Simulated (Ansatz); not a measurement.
## Geometry relaxation of AlP (part 2 of 2)

AlP (slab, 10 atoms in the cell); DFT PBE, scalar-relativistic, plane waves, PAW, no spin polarisation (Ansatz 0.2.0); cutoff 420 eV, 7×7×1 k-mesh, Gaussian smearing of 0.05 eV. The structure derives from an entry of the Crystallography Open Database. It belongs to a series of runs on one base structure; here: (1 0 0) slab, atoms relaxed.

Geometry of the input (Å; fractional positions):
```
3.8939  0.0000  0.0000
0.0000  3.8939  0.0000
0.0000  0.0000  27.3903
P  0.0000  0.5000  0.2738
Al 0.5000  0.5000  0.3241
P  0.5000  0.0000  0.3743
Al 0.0000  0.0000  0.4246
P  0.0000  0.5000  0.4749
Al 0.5000  0.5000  0.5251
P  0.5000  0.0000  0.5754
Al 0.0000  0.0000  0.6257
P  0.0000  0.5000  0.6759
Al 0.5000  0.5000  0.7262
```

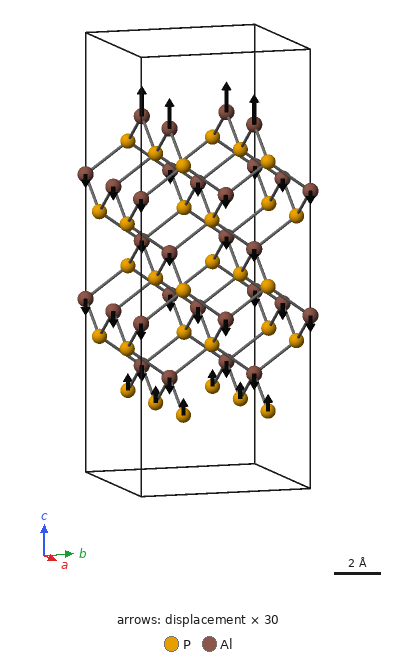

Fig. 1: The starting structure with the displacements as black arrows, magnified 30 times (ball-and-stick view of the 2 × 2 repeat of the cell, with the vacuum cut short, seen slightly off an axis). The atom that moves furthest is Al10 (0.045 Å). Largest moves by element: Al 0.045 Å, P 0.026 Å. The lattice vectors keep their values. Among the contacts that change: P1–Al2 2.385 → 2.356 Å, P9–Al10 2.385 → 2.407 Å, Al2–P3 2.385 → 2.404 Å, P3–Al4 2.385 → 2.365 Å. Among the angles that change: P1–Al2–P1 109.5° → 111.5°. Over 3 geometry steps the energy falls by 2.3 meV per atom. Largest force component: 0.4 eV/Å at the start, 0.0094 eV/Å at the end. (Atoms are counted from 1 in the order of the input.)

```
WARN: The output density's exchange-correlation potential varies sharply where the density is thin. Do not read a vacuum level from v_tot or v_xc, or from such a field of the output density. On a cell that repeats whose density bears no net charge and no dipole along the vacuum's axis use v_es (v_loc + v_h of the components); under efield.dipole_correction with no amplitude use v_es + v_field, which holds any external_charges[].barrier, or the levels of the report's work_function block, which leave it out; under a non-zero efield.amplitude the vacuum is tilted and has no level; on a cell that repeats and bears such a dipole with no correction it is tilted too, and efield.dipole_correction with no amplitude gives each side of its ramp a level where efield: is served; in a cell that repeats whose density bears a net charge (total_charge, or a fill off its count) it is curved and has none; of a slab under crystal.periodic whose density bears no net charge use v_es, which has a level on each side, short of where the two are joined; of another it falls or rises all the way out and has none; of a slab beside external_charges read slab_vacuum_level instead, which it has where they leave it neutral. The grid or the basis barely resolves most such structure, and the values can differ between equally converged runs; as a rule a tighter scf.convergence.dr2_threshold does not remove it. Where the density itself ripples (under the LDA too) a higher basis.ecutwfc lessens it. The files hold the spikes' plane waves up to the density's cutoff. Files: v_tot_of_output_density and the like, and their columns of v_z.tsv (output.write_potential); v_xc_of_output_density and the like, and their columns of v_comp_z.tsv (output.write_potential_components). Measured: with its Gaussian average of σ = 0.25 Å subtracted twice, the exchange-correlation potential is over 0.1 eV at 2 of the grid points where the equally averaged density (valence and model cores) is under 1e-3 e/Å³, and 0.101 eV at the most among them, at an averaged density of 1.0e-3 e/Å³. The input density's (outcome.potential() and, of a run that writes arrays, v_tot and v_xc) is over 0.1 eV, so measured, at 2 points of its own thin density, 0.101 eV at the most. See output.write_potential in the manual, Limitations
SCF converged after 4 iterations
Free energy (F): -6467.718245 eV
Harris-Foulkes:  -6467.718246 eV  (|F-HF|=6.88e-8)
Internal energy: -6467.706533 eV  (E = F + TS)
E sigma→0 (E₀):  -6467.712389 eV
Entropy (-TS):   -0.011713 eV (-1.171 meV/atom)
Fermi energy:    -0.154269 eV
Dipole field:    D = 0.058128 V/Å  (p = 0.133411 e·Å, saw-weighted, corrected)
Work function:   Φ+ = 4.8736 eV   Φ− = 6.4657 eV
Levels:          The Fermi level and band energies are counted from a zero that moves with the ramp; work functions are not
--- Per-component energies (eV) ---
  E_band       = -187.969335
  E_kinetic    = 457.167018
  E_local      = -11123.085129  (includes V_loc(G=0)·N_el)
  E_nonlocal   = 222.693760
  E_hartree    = 5375.915978
  E_xc         = -500.474508
  E_vxc        = -440.660917  (∫ρ·V_xc dr)
  E_paw        = -5183.840765  (= ΣΔE_a)
  E_vpaw       = -56.296936  (= ΣTr[D̂ρ^β])
  E_aug_tail   = 0.000005  (compensation charges beyond the density's cutoff)
  E_efield     = 0.003877  (sawtooth field / dipole correction)
  E_vefield    = 0.402669  (∫n·V_field dr)
  E_ewald      = 4283.913231
  E_smearing   = -0.011713  (= −TS)
  E_closure    = 0.000000  (closes the sum)
  Σ components = -6467.718245   (vs F -6467.718245, Δ=0.00e0)
--- Forces (eV/Å), atoms counted from 1 ---
  atom   1  P      0.00000000     0.00000000     0.00297081
  atom   2  Al     0.00000000     0.00000000     0.00518806
  atom   3  P      0.00000000     0.00000000    -0.00199156
  atom   4  Al     0.00000000     0.00000000    -0.00594936
  atom   5  P      0.00000000     0.00000000    -0.00377825
  atom   6  Al     0.00000000     0.00000000     0.00212109
  atom   7  P      0.00000000     0.00000000    -0.00480241
  atom   8  Al     0.00000000     0.00000000    -0.00090718
  atom   9  P      0.00000000     0.00000000     0.00943695
  atom  10  Al     0.00000000     0.00000000    -0.00231822
  max |Σ_I F_I| component: 3.01e-5 eV/Å
--- Band table (eV; the first three rows and the last of 16) ---
  k-point 0: bands = ["-11.9442", "-11.4267", "-10.8483", "-10.1942", "-9.1592", "-5.7183", "-4.6573", "-3.3976", "-2.6655", "-2.6193", "-2.1787", "-2.1052", "-2.0216", "-1.6681", "-1.5337", "-1.1258", "-0.8838", "-0.5751", "-0.4003", "-0.1577", "0.9046", "1.1611", "1.6951", "2.1375", "2.2549", "2.7748", "2.9879", "3.3637", "3.6345", "3.6585"]
  k-point 1: bands = ["-11.8055", "-11.3001", "-10.7480", "-10.1350", "-9.1423", "-5.6143", "-4.7591", "-3.8503", "-3.1649", "-2.8536", "-2.5532", "-2.3881", "-2.0812", "-1.8828", "-1.6017", "-1.3571", "-1.1020", "-0.4064", "-0.3270", "-0.1951", "0.4807", "1.5122", "2.0751", "2.6899", "2.8085", "2.9346", "3.2559", "3.6226", "3.7557", "4.0703"]
  k-point 2: bands = ["-11.4159", "-10.9591", "-10.5104", "-10.0393", "-9.1448", "-5.5510", "-5.2187", "-4.6584", "-4.2074", "-3.4785", "-3.2443", "-2.2424", "-2.1439", "-1.8257", "-1.7548", "-1.4587", "-1.0836", "-0.4483", "-0.4390", "-0.2638", "0.0262", "1.3798", "2.1472", "2.6067", "2.9097", "3.1804", "3.5756", "4.4319", "4.4507", "4.6294"]
  k-point 15: bands = ["-10.1231", "-9.9636", "-9.7315", "-9.4541", "-8.4932", "-5.8593", "-5.6258", "-5.3462", "-5.1105", "-4.8426", "-3.7623", "-3.6060", "-3.1377", "-3.0327", "-2.9127", "-2.7832", "-2.4836", "-2.2228", "-0.7701", "-0.6242", "-0.1658", "0.2393", "1.6651", "1.9972", "2.5318", "2.6653", "3.1956", "3.5045", "4.0026", "4.2260"]
--- Relaxed structure (4 steps of the walk, 4 accepted, 0 SCFs on fresh bases) ---
  F+E_penalty+E_count = -6467.71824547 eV   max|allowed force component| = 9.440e-3 eV/Å
  atoms:
    - { symbol: P, position: [0.0, 0.5000000000000001, 0.27475641130397405] }
    - { symbol: Al, position: [0.5000000000000001, 0.5000000000000001, 0.323174082723373] }
    - { symbol: P, position: [0.5000000000000001, 0.0, 0.37465925199957345] }
    - { symbol: Al, position: [0.0, 0.0, 0.42368908444246983] }
    - { symbol: P, position: [0.0, 0.5000000000000001, 0.47491292263542634] }
    - { symbol: Al, position: [0.5000000000000001, 0.5000000000000001, 0.524419840782467] }
    - { symbol: P, position: [0.5000000000000001, 0.0, 0.5754730073380195] }
    - { symbol: Al, position: [0.0, 0.0, 0.624898620441786] }
    - { symbol: P, position: [0.0, 0.5000000000000001, 0.6761794054041312] }
    - { symbol: Al, position: [0.5000000000000001, 0.5000000000000001, 0.7278373729287798] }
```

Trajectory as extended XYZ (Å, eV, eV/Å), 4 frames, from step=1 to step=4
```
10
Lattice="3.8939 0.0000 0.0000 0.0000 3.8939 0.0000 0.0000 0.0000 27.3903" Properties=species:S:1:pos:R:3:forces:R:3 step=1 energy=-6467.69491
P     0.0000    1.9469    7.5000    0.0000   0.0000   0.2663
Al    1.9469    1.9469    8.8767    0.0000   0.0000  -0.4015
P     1.9469    0.0000   10.2534    0.0000   0.0000   0.3161
Al    0.0000    0.0000   11.6301    0.0000   0.0000  -0.3107
P     0.0000    1.9469   13.0068    0.0000   0.0000   0.2243
Al    1.9469    1.9469   14.3835    0.0000   0.0000  -0.2064
P     1.9469    0.0000   15.7602    0.0000   0.0000   0.2170
Al    0.0000    0.0000   17.1369    0.0000   0.0000  -0.2788
P     0.0000    1.9469   18.5136    0.0000   0.0000  -0.0279
Al    1.9469    1.9469   19.8903    0.0000   0.0000   0.2012
10
Lattice="3.8939 0.0000 0.0000 0.0000 3.8939 0.0000 0.0000 0.0000 27.3903" Properties=species:S:1:pos:R:3:forces:R:3 step=2 energy=-6467.71560
P     0.0000    1.9469    7.5210    0.0000   0.0000   0.0841
Al    1.9469    1.9469    8.8632    0.0000   0.0000  -0.1519
P     1.9469    0.0000   10.2576    0.0000   0.0000   0.1221
Al    0.0000    0.0000   11.6109    0.0000   0.0000  -0.1003
P     0.0000    1.9469   13.0044    0.0000   0.0000   0.0843
Al    1.9469    1.9469   14.3686    0.0000   0.0000  -0.0752
P     1.9469    0.0000   15.7595    0.0000   0.0000   0.0787
Al    0.0000    0.0000   17.1221    0.0000   0.0000  -0.0795
P     0.0000    1.9469   18.5209    0.0000   0.0000  -0.0250
Al    1.9469    1.9469   19.9234    0.0000   0.0000   0.0631
10
Lattice="3.8939 0.0000 0.0000 0.0000 3.8939 0.0000 0.0000 0.0000 27.3903" Properties=species:S:1:pos:R:3:forces:R:3 step=3 energy=-6467.71825
P     0.0000    1.9469    7.5257    0.0000   0.0000   0.0028
Al    1.9469    1.9469    8.8518    0.0000   0.0000   0.0054
P     1.9469    0.0000   10.2620    0.0000   0.0000  -0.0020
Al    0.0000    0.0000   11.6050    0.0000   0.0000  -0.0060
P     0.0000    1.9469   13.0080    0.0000   0.0000  -0.0037
Al    1.9469    1.9469   14.3640    0.0000   0.0000   0.0021
P     1.9469    0.0000   15.7624    0.0000   0.0000  -0.0047
Al    0.0000    0.0000   17.1162    0.0000   0.0000  -0.0008
P     0.0000    1.9469   18.5208    0.0000   0.0000   0.0093
Al    1.9469    1.9469   19.9357    0.0000   0.0000  -0.0022
10
Lattice="3.8939 0.0000 0.0000 0.0000 3.8939 0.0000 0.0000 0.0000 27.3903" Properties=species:S:1:pos:R:3:forces:R:3 step=4 energy=-6467.71825
P     0.0000    1.9469    7.5257    0.0000   0.0000   0.0030
Al    1.9469    1.9469    8.8518    0.0000   0.0000   0.0052
P     1.9469    0.0000   10.2620    0.0000   0.0000  -0.0020
Al    0.0000    0.0000   11.6050    0.0000   0.0000  -0.0059
P     0.0000    1.9469   13.0080    0.0000   0.0000  -0.0038
Al    1.9469    1.9469   14.3640    0.0000   0.0000   0.0021
P     1.9469    0.0000   15.7624    0.0000   0.0000  -0.0048
Al    0.0000    0.0000   17.1162    0.0000   0.0000  -0.0009
P     0.0000    1.9469   18.5208    0.0000   0.0000   0.0094
Al    1.9469    1.9469   19.9357    0.0000   0.0000  -0.0023
```

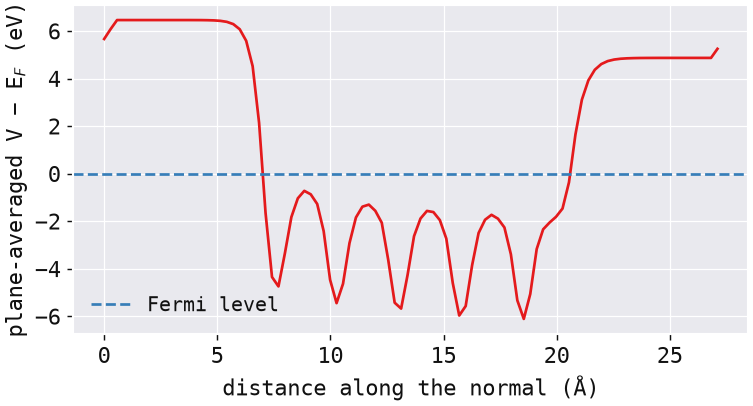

Fig. 2: Plane average of the electrostatic potential energy of an electron across the cell, from the Fermi level. The vacuum level lies 4.87 eV above the Fermi level on the upper side and 6.47 eV on the lower.

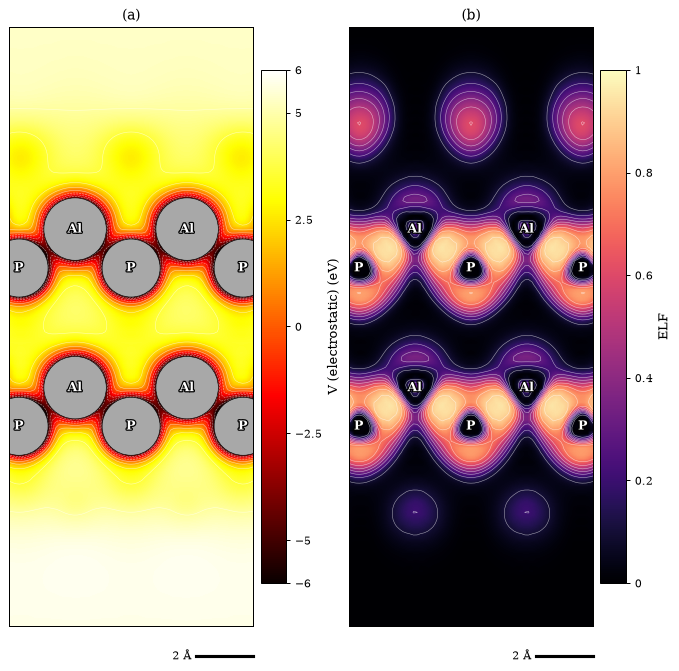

Fig. 3: (a) electrostatic potential energy of an electron; (b) electron localisation function on the (010) plane of the calculation cell, a cut from vacuum to vacuum. Grey discs, where drawn, cover atomic cores. The section cuts through P and Al sites. Al–P (2.37 Å): the ELF peaks at about 0.95 between the atoms (a covalent bond). The fields are those of the smooth PAW valence density.

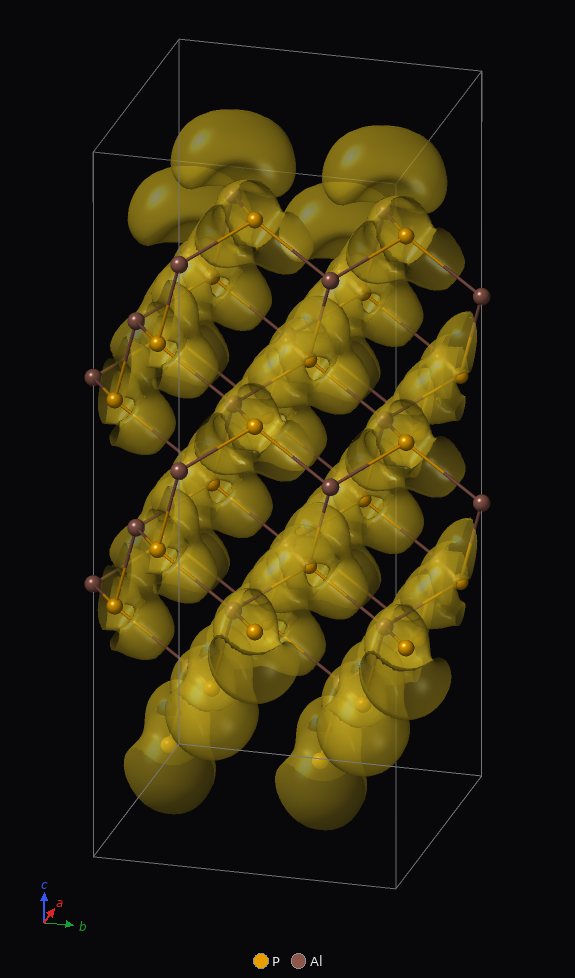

Fig. 4: Isosurface of the electron localisation function at 0.75 (yellow), seen at an oblique angle. Only the valence region is drawn (cores and ρ < 0.01 e/Å³ removed). Sticks mark near contacts. Values along the shortest contacts:

Summary

| quantity | value |
| --- | --- |
| outcome | converged |
| electrons treated | 40 |
| free energy | −6467.7182 eV |
| work function, top face | 4.87 eV |
| work function, bottom face | 6.47 eV |
| Fermi energy | −0.154 eV |
| gap on the k-point mesh | none (metallic) |
| final volume | 415.30 Å³ |
| work function (upper face) | 4.87 eV |
| largest force (length of the vector) at the end | 0.009 eV/Å |
| hardware | 1 thread of Intel Xeon @ 2.50GHz (Skylake/Cascade Lake), 189 GiB of memory available, shared host |
| wall time | 3.1 min |
| peak memory | 0.59 GiB |

Notes

The program warns: the exchange-correlation potential is rough where the density is thin.
